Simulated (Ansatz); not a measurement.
## Σ9 (114) boundary in bcc Nb with Al (substitutional): structure and resistance

Aim: the relaxed structure and the specific resistance of the Σ9 (114) boundary in bcc Nb with Al (substitutional).

Program: Ansatz 0.2.0. Level of theory: Ansatz plane-wave DFT, PBE, PAW files; relaxation of a bicrystal slab with its lowest layers held; PAW set soft_1, in the first sound run; inputs show where later runs differ. Results are calculated unless marked as measured.

### Step 1. Starting point

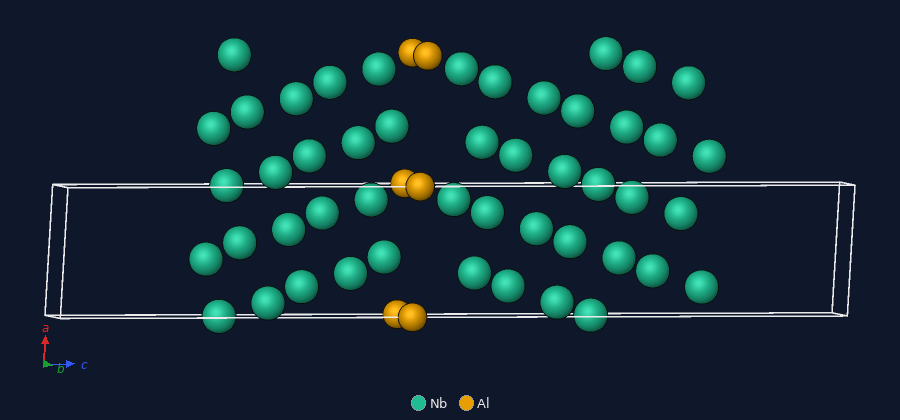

The cell as given, from the side, with the c axis across the page (niobium teal, aluminium orange). 2×1×1 cells are drawn. Some periodic images of atoms are drawn too.

The cell holds 24 atoms: 23 Nb and 1 Al. Its edges and angles: a = 5.483 Å, b = 4.676 Å, c = 29.703 Å, α = 90.0°, β = 90.0°, γ = 64.8°. It derives from Nb. built on the (1 1 4) plane; 2 overlapping atoms removed and the grains opened by 0 Å. Vacuum lies along c.

### Step 2. Relaxing the bicrystal

The boundary is built by mirroring the lower grain in the boundary plane and removing any atoms that overlap; then the Al is put in at the boundary. A thin bicrystal slab is relaxed first, with the lowest layers held and the upper grain free to shift and open.

File input.yaml:

```yaml
crystal:
  lattice:
    - [5.4828782722, 0.0, 0.0]
    - [1.9937739172, 4.2294331709, 0.0]
    - [0.0, 0.0, 29.703257204]
  atoms:
    - { symbol: Nb, position: [0.4444444445, 0.7777777778, 0.1683317074] }
    - { symbol: Nb, position: [1.0e-10, 0.5000000001, 0.1945679675] }
    - { symbol: Nb, position: [0.5555555556, 0.2222222223, 0.2208042277] }
    - { symbol: Nb, position: [0.1111111112, 0.9444444445, 0.2470404879] }
    - { symbol: Nb, position: [0.6666666667, 0.6666666667, 0.273276748] }
    - { symbol: Nb, position: [0.2222222223, 0.3888888889, 0.2995130082] }
    - { symbol: Nb, position: [0.7777777778, 0.1111111111, 0.3257492683] }
    - { symbol: Nb, position: [0.3333333334, 0.8333333334, 0.3519855285] }
    - { symbol: Nb, position: [0.8888888889, 0.5555555556, 0.3782217886] }
    - { symbol: Nb, position: [0.4444444445, 0.2777777778, 0.4044580488] }
    - { symbol: Al, position: [0.0, 0.0, 0.4306943089] }
    - { symbol: Nb, position: [0.8888888889, 0.5555555556, 0.4831668293] }
    - { symbol: Nb, position: [0.3333333334, 0.8333333334, 0.5094030894] }
    - { symbol: Nb, position: [0.7777777778, 0.1111111111, 0.5356393496] }
    - { symbol: Nb, position: [0.2222222223, 0.3888888889, 0.5618756097] }
    - { symbol: Nb, position: [0.6666666667, 0.6666666667, 0.5881118699] }
    - { symbol: Nb, position: [0.1111111112, 0.9444444445, 0.61434813] }
    - { symbol: Nb, position: [0.5555555556, 0.2222222223, 0.6405843902] }
    - { symbol: Nb, position: [1.0e-10, 0.5000000001, 0.6668206504] }
    - { symbol: Nb, position: [0.4444444445, 0.7777777778, 0.6930569105] }
    - { symbol: Nb, position: [0.888888889, 0.0555555556, 0.7192931707] }
    - { symbol: Nb, position: [0.3333333334, 0.3333333334, 0.7455294308] }
    - { symbol: Nb, position: [0.7777777779, 0.6111111112, 0.771765691] }
    - { symbol: Nb, position: [0.2222222223, 0.888888889, 0.7980019511] }
kpoints:
  mp_grid: { grid: [6, 6, 1] }
hamiltonian:
  xc: pbe
  pseudopotentials: { kind: paw, azcp: { folder: soft_1 } }
scf:
  occupations: { method: fermi_dirac, width: 0.1 }
relax:
  f_tol: 0.03
  max_steps: 80
  constraints: [{ sites: [0, 1, 2, 3] }]
```

The run is started by

```bash
$ ansatz run input.yaml --threads 4 --pin off --max-ram 15360MiB --backend cpu --events-out ev --progress --plain --runs-dir out
```

Numbers of over 12 decimals in the logs are rounded to 6 here.

The log of the run:

```text
Engine: ansatz 0.2.0, aarch64-unknown-linux-gnu
Pseudopotentials: kind: paw
Pseudopotential: Nb, paw, valence charge 13, recommended cutoff 420 eV (normal), soft_1/Nb.paw.azcp
Pseudopotential: Al, paw, valence charge 3, recommended cutoff 420 eV (normal), soft_1/Al.paw.azcp
Functional definition: PBE
  parameter kappa = 0.804
  parameter beta = 0.066725
  exchange = pbe_x(kappa = kappa, mu = beta*pi^2/3)
  correlation = pbe_c(beta = beta)
Crystal: 24 atoms, lattice volume = 688.803 Å³
Basis set: ecut = 420 eV, 13469 PW (Γ), exchange–correlation on 80×64×400 points (8 copies of the dense FFT grid, shifted against one another)
Bands: 182, of which v1, the nominal top of the filled ones, is band 151 counted from 1 (150 counted from 0)
Symmetry: 2 space group operations
Space group: Cm (ITA 8), of the structure as read, at distance tolerance 8.8e-5 Å
k-points: 13 of 36 (time reversal used)
Non-local potential: Nb, projectors of the file, l = 0: 3, l = 1: 2, l = 2: 2, l = 3: 1
Non-local potential: Al, projectors of the file, l = 0: 2, l = 1: 2, l = 2: 1
PAW form: soft (Blöchl's): semilocal exchange-correlation on the pseudo side does not see the compensation charge
PAW one-centre angular grid: Nb, 590 points (default); XC on 64 Gauss nodes
PAW one-centre angular grid: Al, 110 points (default); XC on 64 Gauss nodes
Initial density: superposition of atomic densities (neutral atoms: chi_scale 0, normalization atom)
Initial wavefunctions: pseudopotential atomic-orbital guess
Functional: x = pbe(κ = 0.804, μ = 0.219515), c = pbe(β = 0.066725)
SCF iter   1: F=—  HF=-105253.730753 eV  |F-HF|=—  |Δ(HF+E_count)|=         —  Δρ=7.44e-2  dr2=3.66e2  ethr=3.10e-3  ⟨swp⟩=9.1  Hψ=11249  notcnv=0
preconditioner: auto → LDOS  [metal: Δε(μ)=0.006 eV  Ē_g=3.746 eV  σ=0.100 eV  W_gap=0.01  n_scr=148 (ndim 8)  ℏωp=15.4 eV  f_vac=0.279  D(μ)=25.12/eV (n_scr^D=196)  β→1.0]
SCF iter   2: F=—  HF=-105239.882562 eV  |F-HF|=—  |Δ(HF+E_count)|=    1.38e1  Δρ=5.95e-2  dr2=3.91e2  ethr=3.10e-3  ⟨swp⟩=12.0  Hψ=10835  notcnv=0  defer=8
SCF iter   3: F=—  HF=-105232.522638 eV  |F-HF|=—  |Δ(HF+E_count)|=    7.36e0  Δρ=1.66e-2  dr2=1.58e1  ethr=3.10e-3  ⟨swp⟩=11.0  Hψ=8244  notcnv=0  defer=6
SCF iter   4: F=—  HF=-105231.771762 eV  |F-HF|=—  |Δ(HF+E_count)|=   7.51e-1  Δρ=4.16e-3  dr2=3.48e-1  ethr=3.10e-3  ⟨swp⟩=5.2  Hψ=3614  notcnv=0  defer=2
SCF iter   5: F=—  HF=-105231.752349 eV  |F-HF|=—  |Δ(HF+E_count)|=   1.94e-2  Δρ=2.13e-3  dr2=4.72e-1  ethr=1.15e-4  ⟨swp⟩=4.9  Hψ=4981  notcnv=0  defer=4
SCF iter   6: F=—  HF=-105231.746217 eV  |F-HF|=—  |Δ(HF+E_count)|=   6.13e-3  Δρ=6.20e-4  dr2=2.00e-2  ethr=1.15e-4  ⟨swp⟩=1.8  Hψ=2671  notcnv=0  defer=1
SCF iter   7: F=—  HF=-105231.744754 eV  |F-HF|=—  |Δ(HF+E_count)|=   1.46e-3  Δρ=1.40e-4  dr2=8.08e-4  ethr=6.63e-6  ⟨swp⟩=2.4  Hψ=2884  notcnv=0  defer=1
SCF iter   8: F=—  HF=-105231.744800 eV  |F-HF|=—  |Δ(HF+E_count)|=   4.66e-5  Δρ=4.46e-5  dr2=3.14e-5  ethr=2.68e-7  ⟨swp⟩=2.1  Hψ=3344  notcnv=0
SCF iter   9: F=-105231.744801 eV  HF=-105231.744802 eV  |F-HF|=1.07e-6  |Δ(HF+E_count)|=   1.43e-6  Δρ=1.49e-5  dr2=4.02e-6  ethr=7.45e-9  ⟨swp⟩=5.0  Hψ=7709  notcnv=0
SCF 1 converged in 9 iterations: F = -105231.744801 eV  dr2 = 4.02e-6
  greatest PAW one-centre occupation: 0.998 electrons in one spin orbital (limit 2), on the Nb atom at site 19 (counted from 0), in its partial waves of l = 0
relax step   1: F+E_penalty+E_count = -105231.74480056 eV  Δ(F+E_penalty+E_count) = +0.000e0 eV  max|allowed force component| = 1.730e0 eV/Å  Δτ_max = 0.0000 Å  (9 SCF iters, dr2 threshold 2.25e-5 eV, accepted)
Initial density: handed on by an earlier stage of this run
Initial wavefunctions: those handed on with the density
iter 1 solved again at ethr=2.50e-3 eV; its pass at ethr=3.10e-3 eV (dr2=7.55e0 eV) is discarded
SCF iter   1: F=—  HF=-105232.662470 eV  |F-HF|=—  |Δ(HF+E_count)|=         —  Δρ=1.29e-2  dr2=7.81e0  ethr=2.50e-3  ⟨swp⟩=1.7  Hψ=7594  notcnv=0  defer=1
preconditioner: auto → LDOS  [metal: Δε(μ)=0.017 eV  Ē_g=3.111 eV  σ=0.100 eV  W_gap=0.04  n_scr=148 (ndim 8)  ℏωp=15.4 eV  f_vac=0.287  D(μ)=32.50/eV (n_scr^D=284)  β→1.0]
SCF iter   2: F=—  HF=-105232.345506 eV  |F-HF|=—  |Δ(HF+E_count)|=   3.17e-1  Δρ=3.34e-3  dr2=2.71e-1  ethr=2.50e-3  ⟨swp⟩=2.9  Hψ=2661  notcnv=0
SCF iter   3: F=—  HF=-105232.344259 eV  |F-HF|=—  |Δ(HF+E_count)|=   1.25e-3  Δρ=1.83e-3  dr2=5.64e-2  ethr=8.96e-5  ⟨swp⟩=2.8  Hψ=4740  notcnv=0  defer=1
SCF iter   4: F=—  HF=-105232.334488 eV  |F-HF|=—  |Δ(HF+E_count)|=   9.77e-3  Δρ=4.07e-4  dr2=2.56e-3  ethr=1.87e-5  ⟨swp⟩=2.2  Hψ=4369  notcnv=0
SCF iter   5: F=—  HF=-105232.334083 eV  |F-HF|=—  |Δ(HF+E_count)|=   4.05e-4  Δρ=1.10e-4  dr2=1.38e-4  ethr=8.48e-7  ⟨swp⟩=3.0  Hψ=4465  notcnv=0
SCF iter   6: F=-105232.334098 eV  HF=-105232.334102 eV  |F-HF|=4.29e-6  |Δ(HF+E_count)|=   1.91e-5  Δρ=3.65e-5  dr2=1.77e-5  ethr=3.31e-8  ⟨swp⟩=2.5  Hψ=8974  notcnv=0
SCF 2 converged in 6 iterations: F = -105232.334098 eV  dr2 = 1.77e-5
relax step   2: F+E_penalty+E_count = -105232.33409808 eV  Δ(F+E_penalty+E_count) = -5.893e-1 eV  max|allowed force component| = 6.324e-1 eV/Å  Δτ_max = 0.1949 Å  (6 SCF iters, dr2 threshold 1.00e-4 eV, accepted)
SCF iter   1: F=—  HF=-105233.392656 eV  |F-HF|=—  |Δ(HF+E_count)|=         —  Δρ=1.99e-2  dr2=3.82e1  ethr=3.10e-3  ⟨swp⟩=6.8  Hψ=6760  notcnv=0
preconditioner: auto → LDOS  [metal: Δε(μ)=0.007 eV  Ē_g=3.156 eV  σ=0.100 eV  W_gap=0.02  n_scr=148 (ndim 8)  ℏωp=15.4 eV  f_vac=0.294  D(μ)=30.43/eV (n_scr^D=264)  β→1.0]
SCF iter   2: F=—  HF=-105232.801362 eV  |F-HF|=—  |Δ(HF+E_count)|=   5.91e-1  Δρ=5.33e-3  dr2=8.76e-1  ethr=3.10e-3  ⟨swp⟩=2.0  Hψ=2973  notcnv=0
SCF iter   3: F=—  HF=-105232.781951 eV  |F-HF|=—  |Δ(HF+E_count)|=   1.94e-2  Δρ=3.14e-3  dr2=1.37e-1  ethr=2.90e-4  ⟨swp⟩=2.5  Hψ=4375  notcnv=0
SCF iter   4: F=—  HF=-105232.755630 eV  |F-HF|=—  |Δ(HF+E_count)|=   2.63e-2  Δρ=3.96e-4  dr2=2.96e-3  ethr=4.52e-5  ⟨swp⟩=2.0  Hψ=4009  notcnv=0
SCF iter   5: F=—  HF=-105232.754795 eV  |F-HF|=—  |Δ(HF+E_count)|=   8.36e-4  Δρ=2.05e-4  dr2=9.28e-4  ethr=9.80e-7  ⟨swp⟩=3.0  Hψ=4440  notcnv=0
SCF iter   6: F=—  HF=-105232.754712 eV  |F-HF|=—  |Δ(HF+E_count)|=   8.28e-5  Δρ=5.88e-5  dr2=8.39e-5  ethr=3.07e-7  ⟨swp⟩=2.1  Hψ=3343  notcnv=0
SCF iter   7: F=-105232.754709 eV  HF=-105232.754711 eV  |F-HF|=2.48e-6  |Δ(HF+E_count)|=   6.16e-7  Δρ=1.70e-5  dr2=6.61e-6  ethr=8.28e-9  ⟨swp⟩=5.0  Hψ=8157  notcnv=0
SCF 3 converged in 7 iterations: F = -105232.754709 eV  dr2 = 6.61e-6
relax step   3: F+E_penalty+E_count = -105232.75470864 eV  Δ(F+E_penalty+E_count) = -4.206e-1 eV  max|allowed force component| = 5.806e-1 eV/Å  Δτ_max = 0.1943 Å  (7 SCF iters, dr2 threshold 2.50e-5 eV, accepted)
[... from here on, the SCF cycles and remarks between the steps are left out ...]
relax step   4: F+E_penalty+E_count = -105233.09521853 eV  Δ(F+E_penalty+E_count) = -3.405e-1 eV  max|allowed force component| = 3.467e-1 eV/Å  Δτ_max = 0.1946 Å  (7 SCF iters, dr2 threshold 4.50e-5 eV, accepted)
relax step   5: F+E_penalty+E_count = -105233.28974459 eV  Δ(F+E_penalty+E_count) = -1.945e-1 eV  max|allowed force component| = 1.739e-1 eV/Å  Δτ_max = 0.1924 Å  (7 SCF iters, dr2 threshold 4.29e-5 eV, accepted)
relax step   6: F+E_penalty+E_count = -105233.36267377 eV  Δ(F+E_penalty+E_count) = -7.293e-2 eV  max|allowed force component| = 2.534e-1 eV/Å  Δτ_max = 0.2000 Å  (7 SCF iters, dr2 threshold 7.62e-6 eV, accepted)
relax step   7: F+E_penalty+E_count = -105233.38287201 eV  Δ(F+E_penalty+E_count) = -2.020e-2 eV  max|allowed force component| = 9.469e-2 eV/Å  Δτ_max = 0.1411 Å  (7 SCF iters, dr2 threshold 1.62e-5 eV, accepted)
relax step   8: F+E_penalty+E_count = -105233.38749950 eV  Δ(F+E_penalty+E_count) = -4.627e-3 eV  max|allowed force component| = 8.038e-2 eV/Å  Δτ_max = 0.0842 Å  (7 SCF iters, dr2 threshold 1.25e-6 eV, accepted)
relax step   9: F+E_penalty+E_count = -105233.39016174 eV  Δ(F+E_penalty+E_count) = -2.662e-3 eV  max|allowed force component| = 1.121e-1 eV/Å  Δτ_max = 0.0442 Å  (6 SCF iters, dr2 threshold 9.03e-7 eV, accepted)
relax step  10: F+E_penalty+E_count = -105233.39192635 eV  Δ(F+E_penalty+E_count) = -1.765e-3 eV  max|allowed force component| = 2.439e-2 eV/Å  Δτ_max = 0.0130 Å  (4 SCF iters, dr2 threshold 9.06e-6 eV, accepted)
iter 1 solved again at ethr=1.67e-9 eV; its pass at ethr=3.10e-3 eV (dr2=5.05e-6 eV) is discarded
SCF iter   1: F=—  HF=-105233.391968 eV  |F-HF|=—  |Δ(HF+E_count)|=         —  Δρ=2.64e-5  dr2=5.05e-6  ethr=1.67e-9  ⟨swp⟩=1.8  Hψ=5616  notcnv=0
preconditioner: auto → LDOS  [metal: Δε(μ)=0.004 eV  Ē_g=3.241 eV  σ=0.100 eV  W_gap=0.01  n_scr=148 (ndim 8)  ℏωp=15.4 eV  f_vac=0.315  D(μ)=28.95/eV (n_scr^D=240)  β→1.0]
SCF iter   2: F=—  HF=-105233.391930 eV  |F-HF|=—  |Δ(HF+E_count)|=   3.81e-5  Δρ=1.84e-5  dr2=2.66e-6  ethr=1.67e-9  ⟨swp⟩=2.4  Hψ=4252  notcnv=0
SCF iter   3: F=-105233.391929 eV  HF=-105233.391929 eV  |F-HF|=1.82e-8  |Δ(HF+E_count)|=   9.74e-7  Δρ=2.97e-6  dr2=9.82e-8  ethr=3.31e-11  ⟨swp⟩=3.6  Hψ=9847  notcnv=0
SCF 11 converged in 3 iterations: F = -105233.391929 eV  dr2 = 9.82e-8
relax step  11: F+E_penalty+E_count = -105233.39192872 eV  Δ(F+E_penalty+E_count) = -2.370e-6 eV  max|allowed force component| = 2.432e-2 eV/Å  Δτ_max = 0.0000 Å  (3 SCF iters, accepted)
SCF converged after 3 iterations
Free energy (F): -105233.391929 eV
Harris-Foulkes:  -105233.391929 eV  (|F-HF|=1.82e-8)
Internal energy: -105232.435603 eV  (E = F + TS)
E sigma→0 (E₀):  -105232.913766 eV
Entropy (-TS):   -0.956326 eV (-39.847 meV/atom)
Fermi energy:    9.716049 eV
--- Per-component energies (eV) ---
  E_band       = -3985.748554
  E_kinetic    = 8589.725660
  E_local      = -245975.900683  (includes V_loc(G=0)·N_el)
  E_nonlocal   = 2203.686373
  E_hartree    = 119270.875526
  E_xc         = -3838.909074
  E_vxc        = -4629.844183  (∫ρ·V_xc dr)
  E_paw        = -71362.470982  (= ΣΔE_a)
  E_vpaw       = -2715.186439  (= ΣTr[D̂ρ^β])
  E_aug_tail   = 0.000971  (compensation charges beyond the density's cutoff)
  E_ewald      = 85880.556607
  E_smearing   = -0.956326  (= −TS)
  E_closure    = -0.000000  (closes the sum)
  Σ components = -105233.391929   (vs F -105233.391929, Δ=0.00e0)
--- Forces (eV/Å), atoms counted from 1 ---
  atom   1  Nb    -0.03973694     0.01873217     1.69103814
  atom   2  Nb    -0.11988064     0.05651228    -0.01879429
  atom   3  Nb    -0.14584213     0.06875064    -0.89777936
  atom   4  Nb     0.33471039    -0.15778399    -0.78165194
  atom   5  Nb    -0.00347005     0.00163580    -0.00178558
  atom   6  Nb     0.00097843    -0.00046124    -0.00797559
  atom   7  Nb    -0.00002328     0.00001097     0.00834478
  atom   8  Nb     0.00291467    -0.00137399     0.00119807
  atom   9  Nb    -0.00120421     0.00056767     0.02432478
  atom  10  Nb    -0.00557872     0.00262983     0.00717040
  atom  11  Al     0.00616661    -0.00290697     0.00166047
  atom  12  Nb    -0.01531152     0.00721792    -0.01908565
  atom  13  Nb    -0.00440392     0.00207603     0.00196460
  atom  14  Nb     0.00512505    -0.00241597    -0.00376623
  atom  15  Nb     0.00189542    -0.00089351    -0.00280968
  atom  16  Nb    -0.00316287     0.00149099    -0.00217727
  atom  17  Nb    -0.00465043     0.00219223     0.00320705
  atom  18  Nb    -0.00153506     0.00072364     0.00792329
  atom  19  Nb    -0.00142137     0.00067004    -0.00355381
  atom  20  Nb    -0.00169360     0.00079837     0.00109554
  atom  21  Nb     0.00406589    -0.00191668    -0.00255623
  atom  22  Nb    -0.00057947     0.00027316    -0.00609052
  atom  23  Nb    -0.00361872     0.00170588    -0.00460687
  atom  24  Nb    -0.00383090     0.00180590     0.00455907
  max |Σ_I F_I| component: 1.47e-4 eV/Å
--- Relaxed structure (11 steps of the walk, 11 accepted, 0 SCFs on fresh bases) ---
  F+E_penalty+E_count = -105233.39192872 eV   max|allowed force component| = 2.432e-2 eV/Å
  atoms:
    - { symbol: Nb, position: [0.4444444445, 0.777778, 0.1683317074] }
    - { symbol: Nb, position: [1.0000003602961272e-10, 0.49999999995, 0.194568] }
    - { symbol: Nb, position: [0.5555555556, 0.222222, 0.220804] }
    - { symbol: Nb, position: [0.111111, 0.944444, 0.247040] }
    - { symbol: Nb, position: [0.664371, 0.667815, 0.270987] }
    - { symbol: Nb, position: [0.214089, 0.392956, 0.298604] }
    - { symbol: Nb, position: [0.760616, 0.119692, 0.325211] }
    - { symbol: Nb, position: [0.327173, 0.836414, 0.352527] }
    - { symbol: Nb, position: [0.852447, 0.573777, 0.372747] }
    - { symbol: Nb, position: [0.386222, 0.306889, 0.416751] }
    - { symbol: Al, position: [-0.053028, 0.026514, 0.417523] }
    - { symbol: Nb, position: [0.867490, 0.566255, 0.462589] }
    - { symbol: Nb, position: [0.333781, 0.833109, 0.481968] }
    - { symbol: Nb, position: [0.771203, 0.114398, 0.510345] }
    - { symbol: Nb, position: [0.227162, 0.386419, 0.535718] }
    - { symbol: Nb, position: [0.677863, 0.661069, 0.562510] }
    - { symbol: Nb, position: [0.122752, 0.938624, 0.588046] }
    - { symbol: Nb, position: [0.557595, 0.221203, 0.614453] }
    - { symbol: Nb, position: [-0.00455067, 0.502275, 0.641452] }
    - { symbol: Nb, position: [0.434980, 0.782510, 0.668845] }
    - { symbol: Nb, position: [0.878384, 0.060808, 0.693286] }
    - { symbol: Nb, position: [0.314135, 0.342932, 0.720344] }
    - { symbol: Nb, position: [0.750581, 0.624710, 0.743409] }
    - { symbol: Nb, position: [0.179126, 0.910437, 0.763904] }
```

Wall time 8.6 min (4 threads of Arm Neoverse V1, shared host); peak memory 2.9 GiB; 33 min of CPU time.

Relaxation path:

```tsv
step	energy less that of the first step (eV)	largest force component (eV/Å)
1	0.0000	1.7301
2	-0.5893	0.6324
3	-1.0099	0.5806
4	-1.3504	0.3467
5	-1.5449	0.1739
6	-1.6179	0.2534
7	-1.6381	0.0947
8	-1.6427	0.0804
9	-1.6454	0.1121
10	-1.6471	0.0244
11	-1.6471	0.0243
```

The run keeps the 2 symmetry operations that it works with, so distortions that break them were not tested.

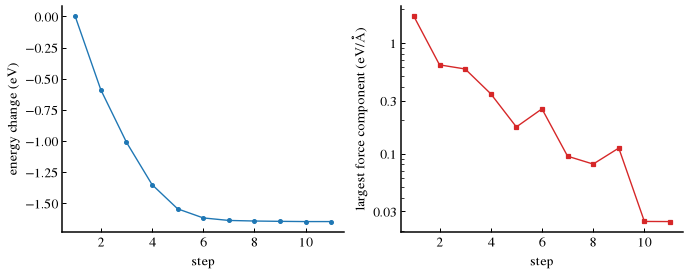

Energy and largest force along the relaxation.

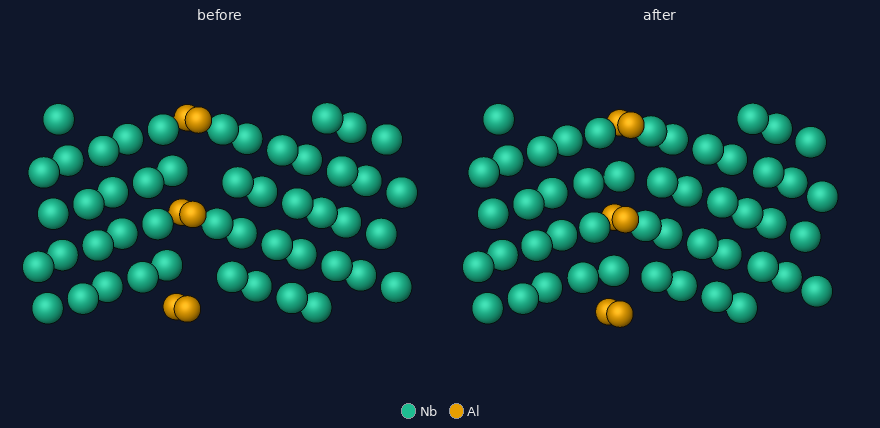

The structure before and after the relaxation, drawn at the same scale.

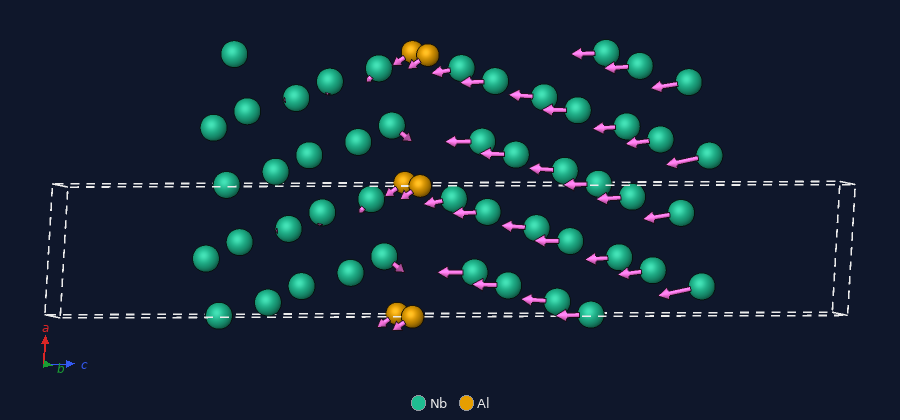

Displacements in the relaxation, exaggerated; the longest in the cell stands for 1.04 Å. 2×1×1 cells are drawn. Some periodic images of atoms are drawn too.

The atoms that moved most (Å):

```tsv
atom	dx	dy	dz	length
Nb24	-0.193	0.091	-1.013	1.035
Nb23	-0.122	0.058	-0.842	0.853
Nb13	0.002	-0.001	-0.815	0.815
Nb17	0.052	-0.025	-0.781	0.783
Nb15	0.022	-0.010	-0.777	0.777
Nb18	0.009	-0.004	-0.776	0.776
Nb21	-0.047	0.022	-0.772	0.774
Nb16	0.050	-0.024	-0.760	0.762
```

Final coordinates:

```cif
data_structure
_symmetry_space_group_name_H-M 'P 1'
_symmetry_Int_Tables_number 1
_cell_length_a 5.4829
_cell_length_b 4.6758
_cell_length_c 29.7033
_cell_angle_alpha 90.000
_cell_angle_beta 90.000
_cell_angle_gamma 64.761
_cell_volume 688.80
loop_
_atom_site_label
_atom_site_type_symbol
_atom_site_fract_x
_atom_site_fract_y
_atom_site_fract_z
_atom_site_occupancy
Nb1 Nb 0.44444 0.77778 0.16833 1
Nb2 Nb 0.00000 0.50000 0.19457 1
Nb3 Nb 0.55556 0.22222 0.22080 1
Nb4 Nb 0.11111 0.94444 0.24704 1
Nb5 Nb 0.66437 0.66781 0.27099 1
Nb6 Nb 0.21409 0.39296 0.29860 1
Nb7 Nb 0.76062 0.11969 0.32521 1
Nb8 Nb 0.32717 0.83641 0.35253 1
Nb9 Nb 0.85245 0.57378 0.37275 1
Nb10 Nb 0.38622 0.30689 0.41675 1
Al11 Al 0.94697 0.02651 0.41752 1
Nb12 Nb 0.86749 0.56625 0.46259 1
Nb13 Nb 0.33378 0.83311 0.48197 1
Nb14 Nb 0.77120 0.11440 0.51035 1
Nb15 Nb 0.22716 0.38642 0.53572 1
Nb16 Nb 0.67786 0.66107 0.56251 1
Nb17 Nb 0.12275 0.93862 0.58805 1
Nb18 Nb 0.55759 0.22120 0.61445 1
Nb19 Nb 0.99545 0.50228 0.64145 1
Nb20 Nb 0.43498 0.78251 0.66884 1
Nb21 Nb 0.87838 0.06081 0.69329 1
Nb22 Nb 0.31414 0.34293 0.72034 1
Nb23 Nb 0.75058 0.62471 0.74341 1
Nb24 Nb 0.17913 0.91044 0.76390 1
```

This step gave:

| Property | Result |
| --- | --- |
| free energy | -105233.3919 eV |
| energy at zero smearing | -105232.9138 eV |
| Fermi energy | 9.716 eV |

The largest force component on a free atom ends at 0.024 eV/Å, under the tolerance of 0.03, after 11 steps.

[end of part 1 of 2]

[Logs are printed without paths, hosts, clocks, repeated set-up lines and the standing remarks that a program may print on its own settings, such as how far it seeks lower states.]

[Hosts, paths, dates, database ids (printed as entryN), source tags and the programs' standing remarks are cut or masked in the printed files.]
